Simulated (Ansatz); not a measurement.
# How much does Sn in Nb(100), 2x2 scatter?

Wanted: the reflection from a plane of defects, Sn in Nb(100), 2x2, and the resistivity it implies.

Calculated with Ansatz 0.2.0; Ansatz plane-wave DFT, PBE, PAW files; ballistic transport by layer matching (Landauer), zero bias; PAW set soft_1, in the first sound run; inputs show where later runs differ.

**1. Set-up**

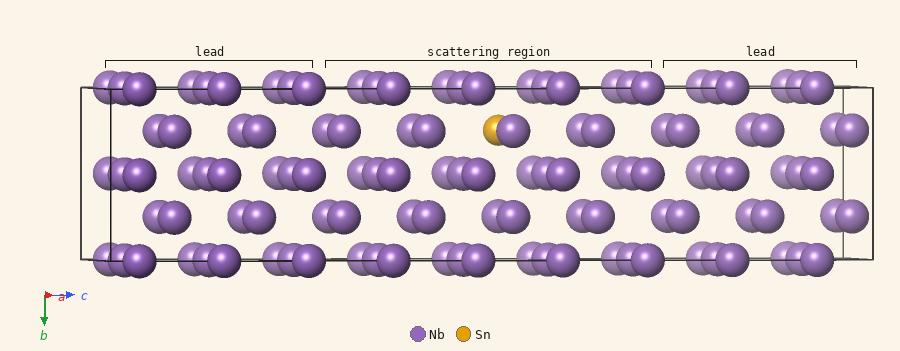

Start, viewed from the side, with the c axis across the page; niobium purple, tin orange. Some periodic images of atoms are drawn too.

The cell holds 72 atoms: 71 Nb and 1 Sn. Cell: a = 6.613 Å, b = 6.613 Å, c = 29.757 Å, α = 90.0°, β = 90.0°, γ = 90.0°. It derives from Nb. Regions: lead, 40 atoms (40 Nb); scattering region, 32 atoms (31 Nb and 1 Sn). The structure is stacked along c, and the current runs across the ab planes.

**2. Transmission at ideal sites**

The defect sits in one plane of the supercell, all atoms on ideal sites; the layers about the cell's end are the lead. The mesh across the current, 8×8, is finer than the density's, because channels open and close sharply across the zone. Energies from -0.1 to 0.1 eV in steps of 0.05 eV are too few for the program's thermal sum, so it prints no conductance; for a metal the transmission near the Fermi level serves, at a fraction of the cost.

The input, input.yaml:

```yaml
crystal:
  lattice:
    - [6.6126, 0.0, 0.0]
    - [0.0, 6.6126, 0.0]
    - [0.0, 0.0, 29.7567]
  atoms:
    - { symbol: Nb, position: [0.0, 0.0, 0.0277777778] }
    - { symbol: Nb, position: [0.0, 0.5, 0.0277777778] }
    - { symbol: Nb, position: [0.5, 0.0, 0.0277777778] }
    - { symbol: Nb, position: [0.5, 0.5, 0.0277777778] }
    - { symbol: Nb, position: [0.25, 0.25, 0.0833333333] }
    - { symbol: Nb, position: [0.25, 0.75, 0.0833333333] }
    - { symbol: Nb, position: [0.75, 0.25, 0.0833333333] }
    - { symbol: Nb, position: [0.75, 0.75, 0.0833333333] }
    - { symbol: Nb, position: [0.0, 0.0, 0.1388888889] }
    - { symbol: Nb, position: [0.0, 0.5, 0.1388888889] }
    - { symbol: Nb, position: [0.5, 0.0, 0.1388888889] }
    - { symbol: Nb, position: [0.5, 0.5, 0.1388888889] }
    - { symbol: Nb, position: [0.25, 0.25, 0.1944444444] }
    - { symbol: Nb, position: [0.25, 0.75, 0.1944444444] }
    - { symbol: Nb, position: [0.75, 0.25, 0.1944444444] }
    - { symbol: Nb, position: [0.75, 0.75, 0.1944444444] }
    - { symbol: Nb, position: [0.0, 0.0, 0.25] }
    - { symbol: Nb, position: [0.0, 0.5, 0.25] }
    - { symbol: Nb, position: [0.5, 0.0, 0.25] }
    - { symbol: Nb, position: [0.5, 0.5, 0.25] }
    - { symbol: Nb, position: [0.25, 0.25, 0.3055555556] }
    - { symbol: Nb, position: [0.25, 0.75, 0.3055555556] }
    - { symbol: Nb, position: [0.75, 0.25, 0.3055555556] }
    - { symbol: Nb, position: [0.75, 0.75, 0.3055555556] }
    - { symbol: Nb, position: [0.0, 0.0, 0.3611111111] }
    - { symbol: Nb, position: [0.0, 0.5, 0.3611111111] }
    - { symbol: Nb, position: [0.5, 0.0, 0.3611111111] }
    - { symbol: Nb, position: [0.5, 0.5, 0.3611111111] }
    - { symbol: Nb, position: [0.25, 0.25, 0.4166666667] }
    - { symbol: Nb, position: [0.25, 0.75, 0.4166666667] }
    - { symbol: Nb, position: [0.75, 0.25, 0.4166666667] }
    - { symbol: Nb, position: [0.75, 0.75, 0.4166666667] }
    - { symbol: Nb, position: [0.0, 0.0, 0.4722222222] }
    - { symbol: Nb, position: [0.0, 0.5, 0.4722222222] }
    - { symbol: Nb, position: [0.5, 0.0, 0.4722222222] }
    - { symbol: Nb, position: [0.5, 0.5, 0.4722222222] }
    - { symbol: Sn, position: [0.25, 0.25, 0.5277777778] }
    - { symbol: Nb, position: [0.25, 0.75, 0.5277777778] }
    - { symbol: Nb, position: [0.75, 0.25, 0.5277777778] }
    - { symbol: Nb, position: [0.75, 0.75, 0.5277777778] }
    - { symbol: Nb, position: [0.0, 0.0, 0.5833333333] }
    - { symbol: Nb, position: [0.0, 0.5, 0.5833333333] }
    - { symbol: Nb, position: [0.5, 0.0, 0.5833333333] }
    - { symbol: Nb, position: [0.5, 0.5, 0.5833333333] }
    - { symbol: Nb, position: [0.25, 0.25, 0.6388888889] }
    - { symbol: Nb, position: [0.25, 0.75, 0.6388888889] }
    - { symbol: Nb, position: [0.75, 0.25, 0.6388888889] }
    - { symbol: Nb, position: [0.75, 0.75, 0.6388888889] }
    - { symbol: Nb, position: [0.0, 0.0, 0.6944444444] }
    - { symbol: Nb, position: [0.0, 0.5, 0.6944444444] }
    - { symbol: Nb, position: [0.5, 0.0, 0.6944444444] }
    - { symbol: Nb, position: [0.5, 0.5, 0.6944444444] }
    - { symbol: Nb, position: [0.25, 0.25, 0.75] }
    - { symbol: Nb, position: [0.25, 0.75, 0.75] }
    - { symbol: Nb, position: [0.75, 0.25, 0.75] }
    - { symbol: Nb, position: [0.75, 0.75, 0.75] }
    - { symbol: Nb, position: [0.0, 0.0, 0.8055555556] }
    - { symbol: Nb, position: [0.0, 0.5, 0.8055555556] }
    - { symbol: Nb, position: [0.5, 0.0, 0.8055555556] }
    - { symbol: Nb, position: [0.5, 0.5, 0.8055555556] }
    - { symbol: Nb, position: [0.25, 0.25, 0.8611111111] }
    - { symbol: Nb, position: [0.25, 0.75, 0.8611111111] }
    - { symbol: Nb, position: [0.75, 0.25, 0.8611111111] }
    - { symbol: Nb, position: [0.75, 0.75, 0.8611111111] }
    - { symbol: Nb, position: [0.0, 0.0, 0.9166666667] }
    - { symbol: Nb, position: [0.0, 0.5, 0.9166666667] }
    - { symbol: Nb, position: [0.5, 0.0, 0.9166666667] }
    - { symbol: Nb, position: [0.5, 0.5, 0.9166666667] }
    - { symbol: Nb, position: [0.25, 0.25, 0.9722222222] }
    - { symbol: Nb, position: [0.25, 0.75, 0.9722222222] }
    - { symbol: Nb, position: [0.75, 0.25, 0.9722222222] }
    - { symbol: Nb, position: [0.75, 0.75, 0.9722222222] }
kpoints:
  mp_grid: { grid: [4, 4, 1] }
hamiltonian:
  xc: pbe
  pseudopotentials: { kind: paw, azcp: { folder: soft_1 } }
scf:
  occupations: { method: fermi_dirac, width: 0.1 }
output:
  transmission: { leads: [[0, 4]], kmesh: [8, 8], e_range: [-0.1, 0.1], de: 0.05 }
  write_potential: true
  write_density: true
  volumetric_format: npy
  elf: true
```

The run is started by

```
> ansatz run input.yaml --threads 4 --pin off --max-ram 15360MiB --backend cpu --events-out ev --progress --plain --runs-dir out
```

Numbers of over 12 decimals in the logs are rounded to 6 here.

What it wrote:

```text
Engine: ansatz 0.2.0, aarch64-unknown-linux-gnu
Pseudopotentials: kind: paw
Pseudopotential: Nb, paw, valence charge 13, recommended cutoff 420 eV (normal), soft_1/Nb.paw.azcp
Pseudopotential: Sn, paw, valence charge 14, recommended cutoff 420 eV (normal), soft_1/Sn.paw.azcp
Functional definition: PBE
  parameter kappa = 0.804
  parameter beta = 0.066725
  exchange = pbe_x(kappa = kappa, mu = beta*pi^2/3)
  correlation = pbe_c(beta = beta)
Crystal: 72 atoms, lattice volume = 1301.156 Å³
Basis set: ecut = 420 eV, 25467 PW (Γ)
Bands: 563, of which v1, the nominal top of the filled ones, is band 469 counted from 1 (468 counted from 0)
Symmetry: 16 space group operations
Space group: P4/mmm (ITA 123), of the structure as read, at distance tolerance 1.1e-4 Å
k-points: 6 of 16
Non-local potential: Nb, projectors of the file, l = 0: 3, l = 1: 2, l = 2: 2, l = 3: 1
Non-local potential: Sn, projectors of the file, l = 0: 2, l = 1: 2, l = 2: 2, l = 3: 1
PAW form: soft (Blöchl's): semilocal exchange-correlation on the pseudo side does not see the compensation charge
PAW one-centre angular grid: Nb, 590 points (default); XC on 64 Gauss nodes
PAW one-centre angular grid: Sn, 590 points (default); XC on 64 Gauss nodes
Initial density: superposition of atomic densities (chi_scale 0.1, normalization cell, long waves 7 % of neutral atoms (reshape's long-wave potential 1.07 eV rms, cloud 3.03 Å wide))
Initial wavefunctions: pseudopotential atomic-orbital guess
Functional: x = pbe(κ = 0.804, μ = 0.219515), c = pbe(β = 0.066725)
SCF iter   1: F=—  HF=-329317.483398 eV  |F-HF|=—  |Δ(HF+E_count)|=         —  Δρ=1.02e-1  dr2=8.43e3  ethr=3.10e-3  ⟨swp⟩=6.7  Hψ=14197  notcnv=0
preconditioner: auto → Kerker (q_TF=auto, 2.583 Å⁻¹)  [metal: Δε(μ)=0.014 eV  Ē_g=4.304 eV  σ=0.100 eV  W_gap=0.03  n_scr=372 (ndim 8)  ℏωp=19.8 eV  f_vac=0.000  D(μ)=62.34/eV (n_scr^D=542)]
SCF iter   2: F=—  HF=-329262.344102 eV  |F-HF|=—  |Δ(HF+E_count)|=    5.51e1  Δρ=5.80e-2  dr2=2.74e3  ethr=3.10e-3  ⟨swp⟩=3.8  Hψ=6975  notcnv=0
SCF iter   3: F=—  HF=-329242.626684 eV  |F-HF|=—  |Δ(HF+E_count)|=    1.97e1  Δρ=2.14e-2  dr2=4.47e2  ethr=3.10e-3  ⟨swp⟩=8.3  Hψ=12547  notcnv=0  defer=11
SCF iter   4: F=—  HF=-329240.728254 eV  |F-HF|=—  |Δ(HF+E_count)|=    1.90e0  Δρ=5.06e-3  dr2=4.47e0  ethr=3.10e-3  ⟨swp⟩=4.2  Hψ=4937  notcnv=0  defer=9
SCF iter   5: F=—  HF=-329240.621542 eV  |F-HF|=—  |Δ(HF+E_count)|=   1.07e-1  Δρ=1.37e-3  dr2=1.85e0  ethr=4.77e-4  ⟨swp⟩=3.0  Hψ=4323  notcnv=0  defer=12
SCF iter   6: F=—  HF=-329240.612408 eV  |F-HF|=—  |Δ(HF+E_count)|=   9.13e-3  Δρ=6.95e-4  dr2=4.58e-1  ethr=1.98e-4  ⟨swp⟩=2.2  Hψ=3822  notcnv=0  defer=11
SCF iter   7: F=—  HF=-329240.609476 eV  |F-HF|=—  |Δ(HF+E_count)|=   2.93e-3  Δρ=1.85e-4  dr2=3.85e-2  ethr=4.88e-5  ⟨swp⟩=1.0  Hψ=3452  notcnv=0  defer=11
SCF iter   8: F=—  HF=-329240.609403 eV  |F-HF|=—  |Δ(HF+E_count)|=   7.31e-5  Δρ=3.44e-5  dr2=1.18e-3  ethr=4.11e-6  ⟨swp⟩=1.5  Hψ=3490  notcnv=0  defer=11
SCF iter   9: F=—  HF=-329240.609439 eV  |F-HF|=—  |Δ(HF+E_count)|=   3.63e-5  Δρ=1.56e-5  dr2=6.96e-5  ethr=1.25e-7  ⟨swp⟩=2.0  Hψ=4106  notcnv=0  defer=11
SCF iter  10: F=—  HF=-329240.607143 eV  |F-HF|=—  |Δ(HF+E_count)|=   2.30e-3  Δρ=3.87e-6  dr2=3.40e-6  ethr=7.43e-9  ⟨swp⟩=2.0  Hψ=4301  notcnv=0  defer=11
SCF iter  11: F=-329240.607143 eV  HF=-329240.607143 eV  |F-HF|=5.37e-8  |Δ(HF+E_count)|=   1.65e-8  Δρ=8.95e-7  dr2=5.90e-8  ethr=1.07e-11  ⟨swp⟩=10.3  Hψ=14760  notcnv=0
SCF 1 converged in 11 iterations: F = -329240.607143 eV  dr2 = 5.90e-8
  greatest PAW one-centre occupation: 0.998 electrons in one spin orbital (limit 2), on the Nb atom at site 39 (counted from 0), in its partial waves of l = 0
transmission: 86 of 825 steps passed
transmission: 172 of 825 steps passed
[...]
transmission: 825 of 825 steps passed
SCF converged after 11 iterations
Free energy (F): -329240.607143 eV
Harris-Foulkes:  -329240.607143 eV  (|F-HF|=5.37e-8)
Internal energy: -329237.255071 eV  (E = F + TS)
E sigma→0 (E₀):  -329238.931107 eV
Entropy (-TS):   -3.352072 eV (-46.557 meV/atom)
Fermi energy:    17.749786 eV
--- Per-component energies (eV) ---
  E_band       = -4816.179065
  E_kinetic    = 26686.675961
  E_local      = -46771.036980  (includes V_loc(G=0)·N_el)
  E_nonlocal   = 6886.746662
  E_hartree    = 15707.033699
  E_xc         = -11903.207550
  E_vxc        = -14341.245256  (∫ρ·V_xc dr)
  E_paw        = -223209.086470  (= ΣΔE_a)
  E_vpaw       = -8691.388489  (= ΣTr[D̂ρ^β])
  E_aug_tail   = 0.002899  (compensation charges beyond the density's cutoff)
  E_ewald      = -96634.383292
  E_smearing   = -3.352072  (= −TS)
  E_closure    = -0.000000  (closes the sum)
  Σ components = -329240.607143   (vs F -329240.607143, Δ=0.00e0)
--- Band table (eV; the first three rows and the last of 6) ---
  k-point 0: bands = [... 465 lower, 18.1851, 18.2149, 18.2929, 18.2929, 18.3811, 18.4205, 18.4205, 18.4255, ... 90 higher]
  k-point 1: bands = [... 465 lower, 18.0052, 18.0110, 18.0306, 18.0479, 18.0572, 18.0925, 18.1065, 18.1558, ... 90 higher]
  k-point 2: bands = [... 465 lower, 17.6635, 17.6759, 17.7025, 17.7054, 17.7064, 17.7069, 17.7113, 17.7168, ... 90 higher]
  k-point 5: bands = [... 465 lower, 17.1478, 17.1604, 17.1604, 17.1665, 17.1957, 17.1957, 17.2287, 17.2479, ... 90 higher]
--- Transmission ---
  basis      : 385 plane waves across, 55 finite elements along
  points     : 15, standing for a mesh of 8 x 8
  energies   : 5 from -0.100000 to 0.100000 eV about the Fermi level, 0.050000 eV apart; the leads are filled to 0.000000 eV, and channels, transmission and decay are at 0.000000 eV
  crystal 0  : Nb4, at the sites [0, 4], period 1.6531 Å, over 28.10 Å; its Hamiltonian steps by up to 2.2 meV
    offset         : up to 0.0000 Å between an atom of the period and one for which it stands
    channels       : 1.060938e1 a spin
    conductance    : none, the energies end too early or step too widely for 300 K: set another output.transmission.e_range or a lower de, or, where they end at an eighth of basis.ecutwfc, a higher one
  junction   : crystal 0 to crystal 0, 0.96 to 29.06 Å
    transmission   : 7.235995e0 a spin
    conductance    : none, the energies end too early or step too widely for 300 K: set another output.transmission.e_range or a lower de, or, where they end at an eighth of basis.ecutwfc, a higher one
```

Elapsed: 14 min, on 4 threads of Arm Neoverse V1, shared host; peak memory 10 GiB; 47 min of CPU time.

In the SCF lines HF is the Harris–Foulkes energy and dr2 the Hartree energy of the density residual, in eV; the loop may stop once dr2 is under the threshold and the program's other checks hold. Hψ counts applications of the Hamiltonian.

This run has no spin polarisation although its electron count is odd.

This step gave:

```
free energy                                    : -329240.6071 eV
energy at zero smearing                        : -329238.9311 eV
Fermi energy                                   : 17.75 eV
cell area                                      : 43.73 Å²
transmission per spin nearest the Fermi level  : 7.236
open channels per spin nearest the Fermi level : 10.61
step of the lead's potential                   : 2.2 meV
```

Per spin. Table of transmission, zone mean by energy, zero at the Fermi level:

| energy (eV) | transmission, zone mean |
| --- | --- |
| -0.1000 | 8.01 |
| -0.0500 | 7.65 |
| 0.0000 | 7.24 |
| 0.0500 | 6.84 |
| 0.1000 | 6.64 |

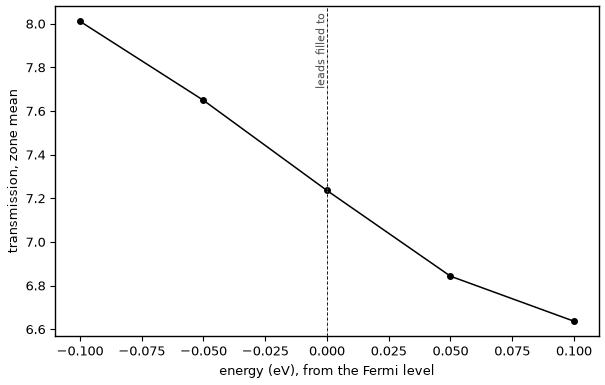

Transmission, zone mean, plotted against energy.

Per spin. The open channels, zone mean, lead by energy, zero at the Fermi level:

| energy (eV) | open channels, zone mean, lead |
| --- | --- |
| -0.1000 | 12.0 |
| -0.0500 | 11.4 |
| 0.0000 | 10.6 |
| 0.0500 | 10.2 |
| 0.1000 | 9.92 |

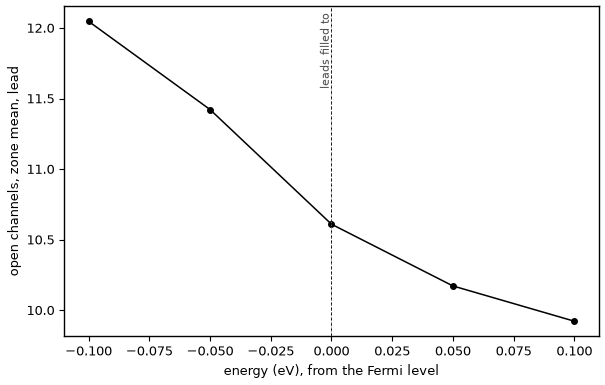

Open channels, zone mean, lead against energy.

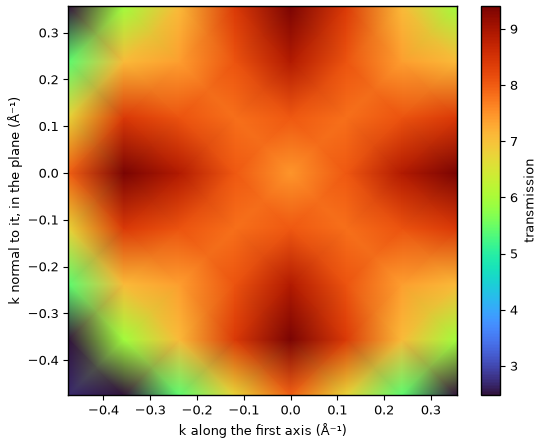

Transmission over k1 and k2. At 0.0000 eV from the Fermi level.

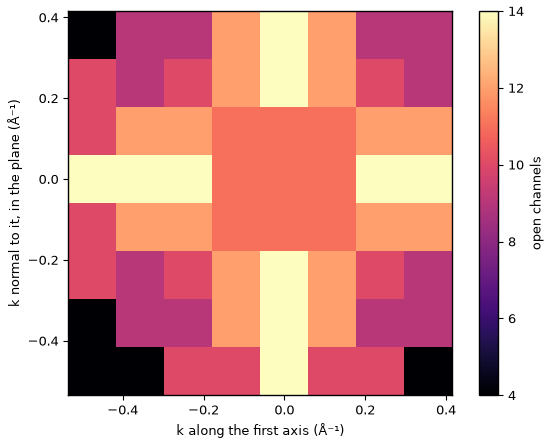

Open channels over k1 and k2. At 0.0000 eV from the Fermi level.

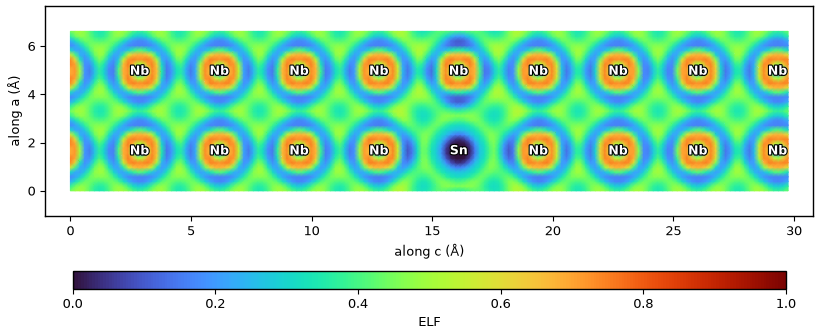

ELF in the ca plane at fractional y = 0.250, with atoms of Nb and Sn within 0.2 Å of it. It is the smooth field of the valence electrons, not physical close to the nuclei.

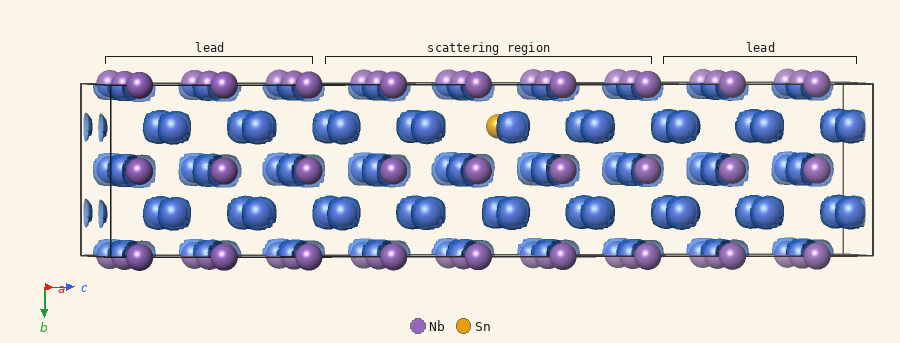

Surface of ELF = 0.69.

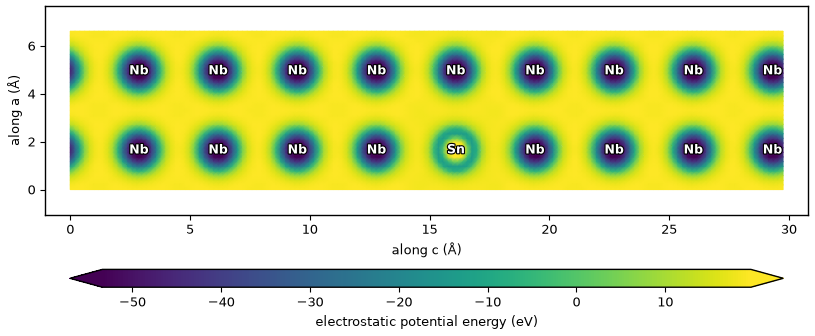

Electrostatic potential energy in the ca plane at fractional y = 0.250, with atoms of Nb and Sn within 0.2 Å of it. With pseudopotentials it is smooth inside the atoms' cores, unlike the true potential.

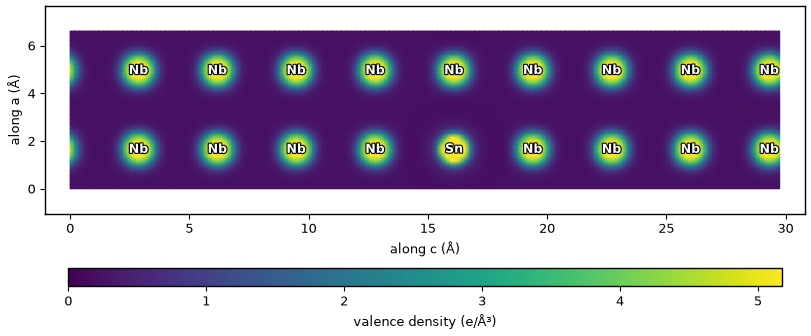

Valence density in the ca plane at fractional y = 0.250, with atoms of Nb and Sn within 0.2 Å of it. It is the smooth field of the valence electrons, not physical close to the nuclei.

Over the solved energies the transmission per spin lies between 6.64 and 8.01, out of 10.8 channels of the lead on average (up to 12.0).

**3. Resistance at ideal sites**

This step: Ansatz plane-wave DFT, PBE, PAW files; ballistic transport by layer matching (Landauer), zero bias; area resistance of the defect plane and resistivity an atomic per cent; PAW set soft_1 (Ansatz 0.2.0).

Numbers from this step:

```yaml
area_resistance: 0.2534 fΩ m²
t_over_the_leads_mean_channel_count: 0.6747
resistivity_per_at_scaled_from_this_dense_plane_with_the_factor_3_over_4_for_isotropic_scattering: 4.599 µΩ cm
```

Averaged over the energies near the Fermi level, 67.5 % of the channels pass, which makes 0.253 fΩ m².

By hand, with T and the leads' channels N averaged over the energies near the Fermi level: RA = A (h/2e²)(1/T − 1/N) = 43.73×10⁻²⁰ m² × 12 906 Ω × (1/7.243 − 1/10.73) = 0.253 fΩ m². Per atomic per cent: RA × A / V_atom × 0.01 × 3/4 = 4.60 µΩ cm, with the host's V_atom = 18.07 Å³.

(Part 1 of 3 ends here.)

[Logs are printed without paths, hosts, clocks, repeated set-up lines and the standing remarks that a program may print on its own settings, such as how far it seeks lower states.]

[Hosts, paths, dates, database ids (printed as entryN), source tags and the programs' standing remarks are cut or masked in the printed files.]
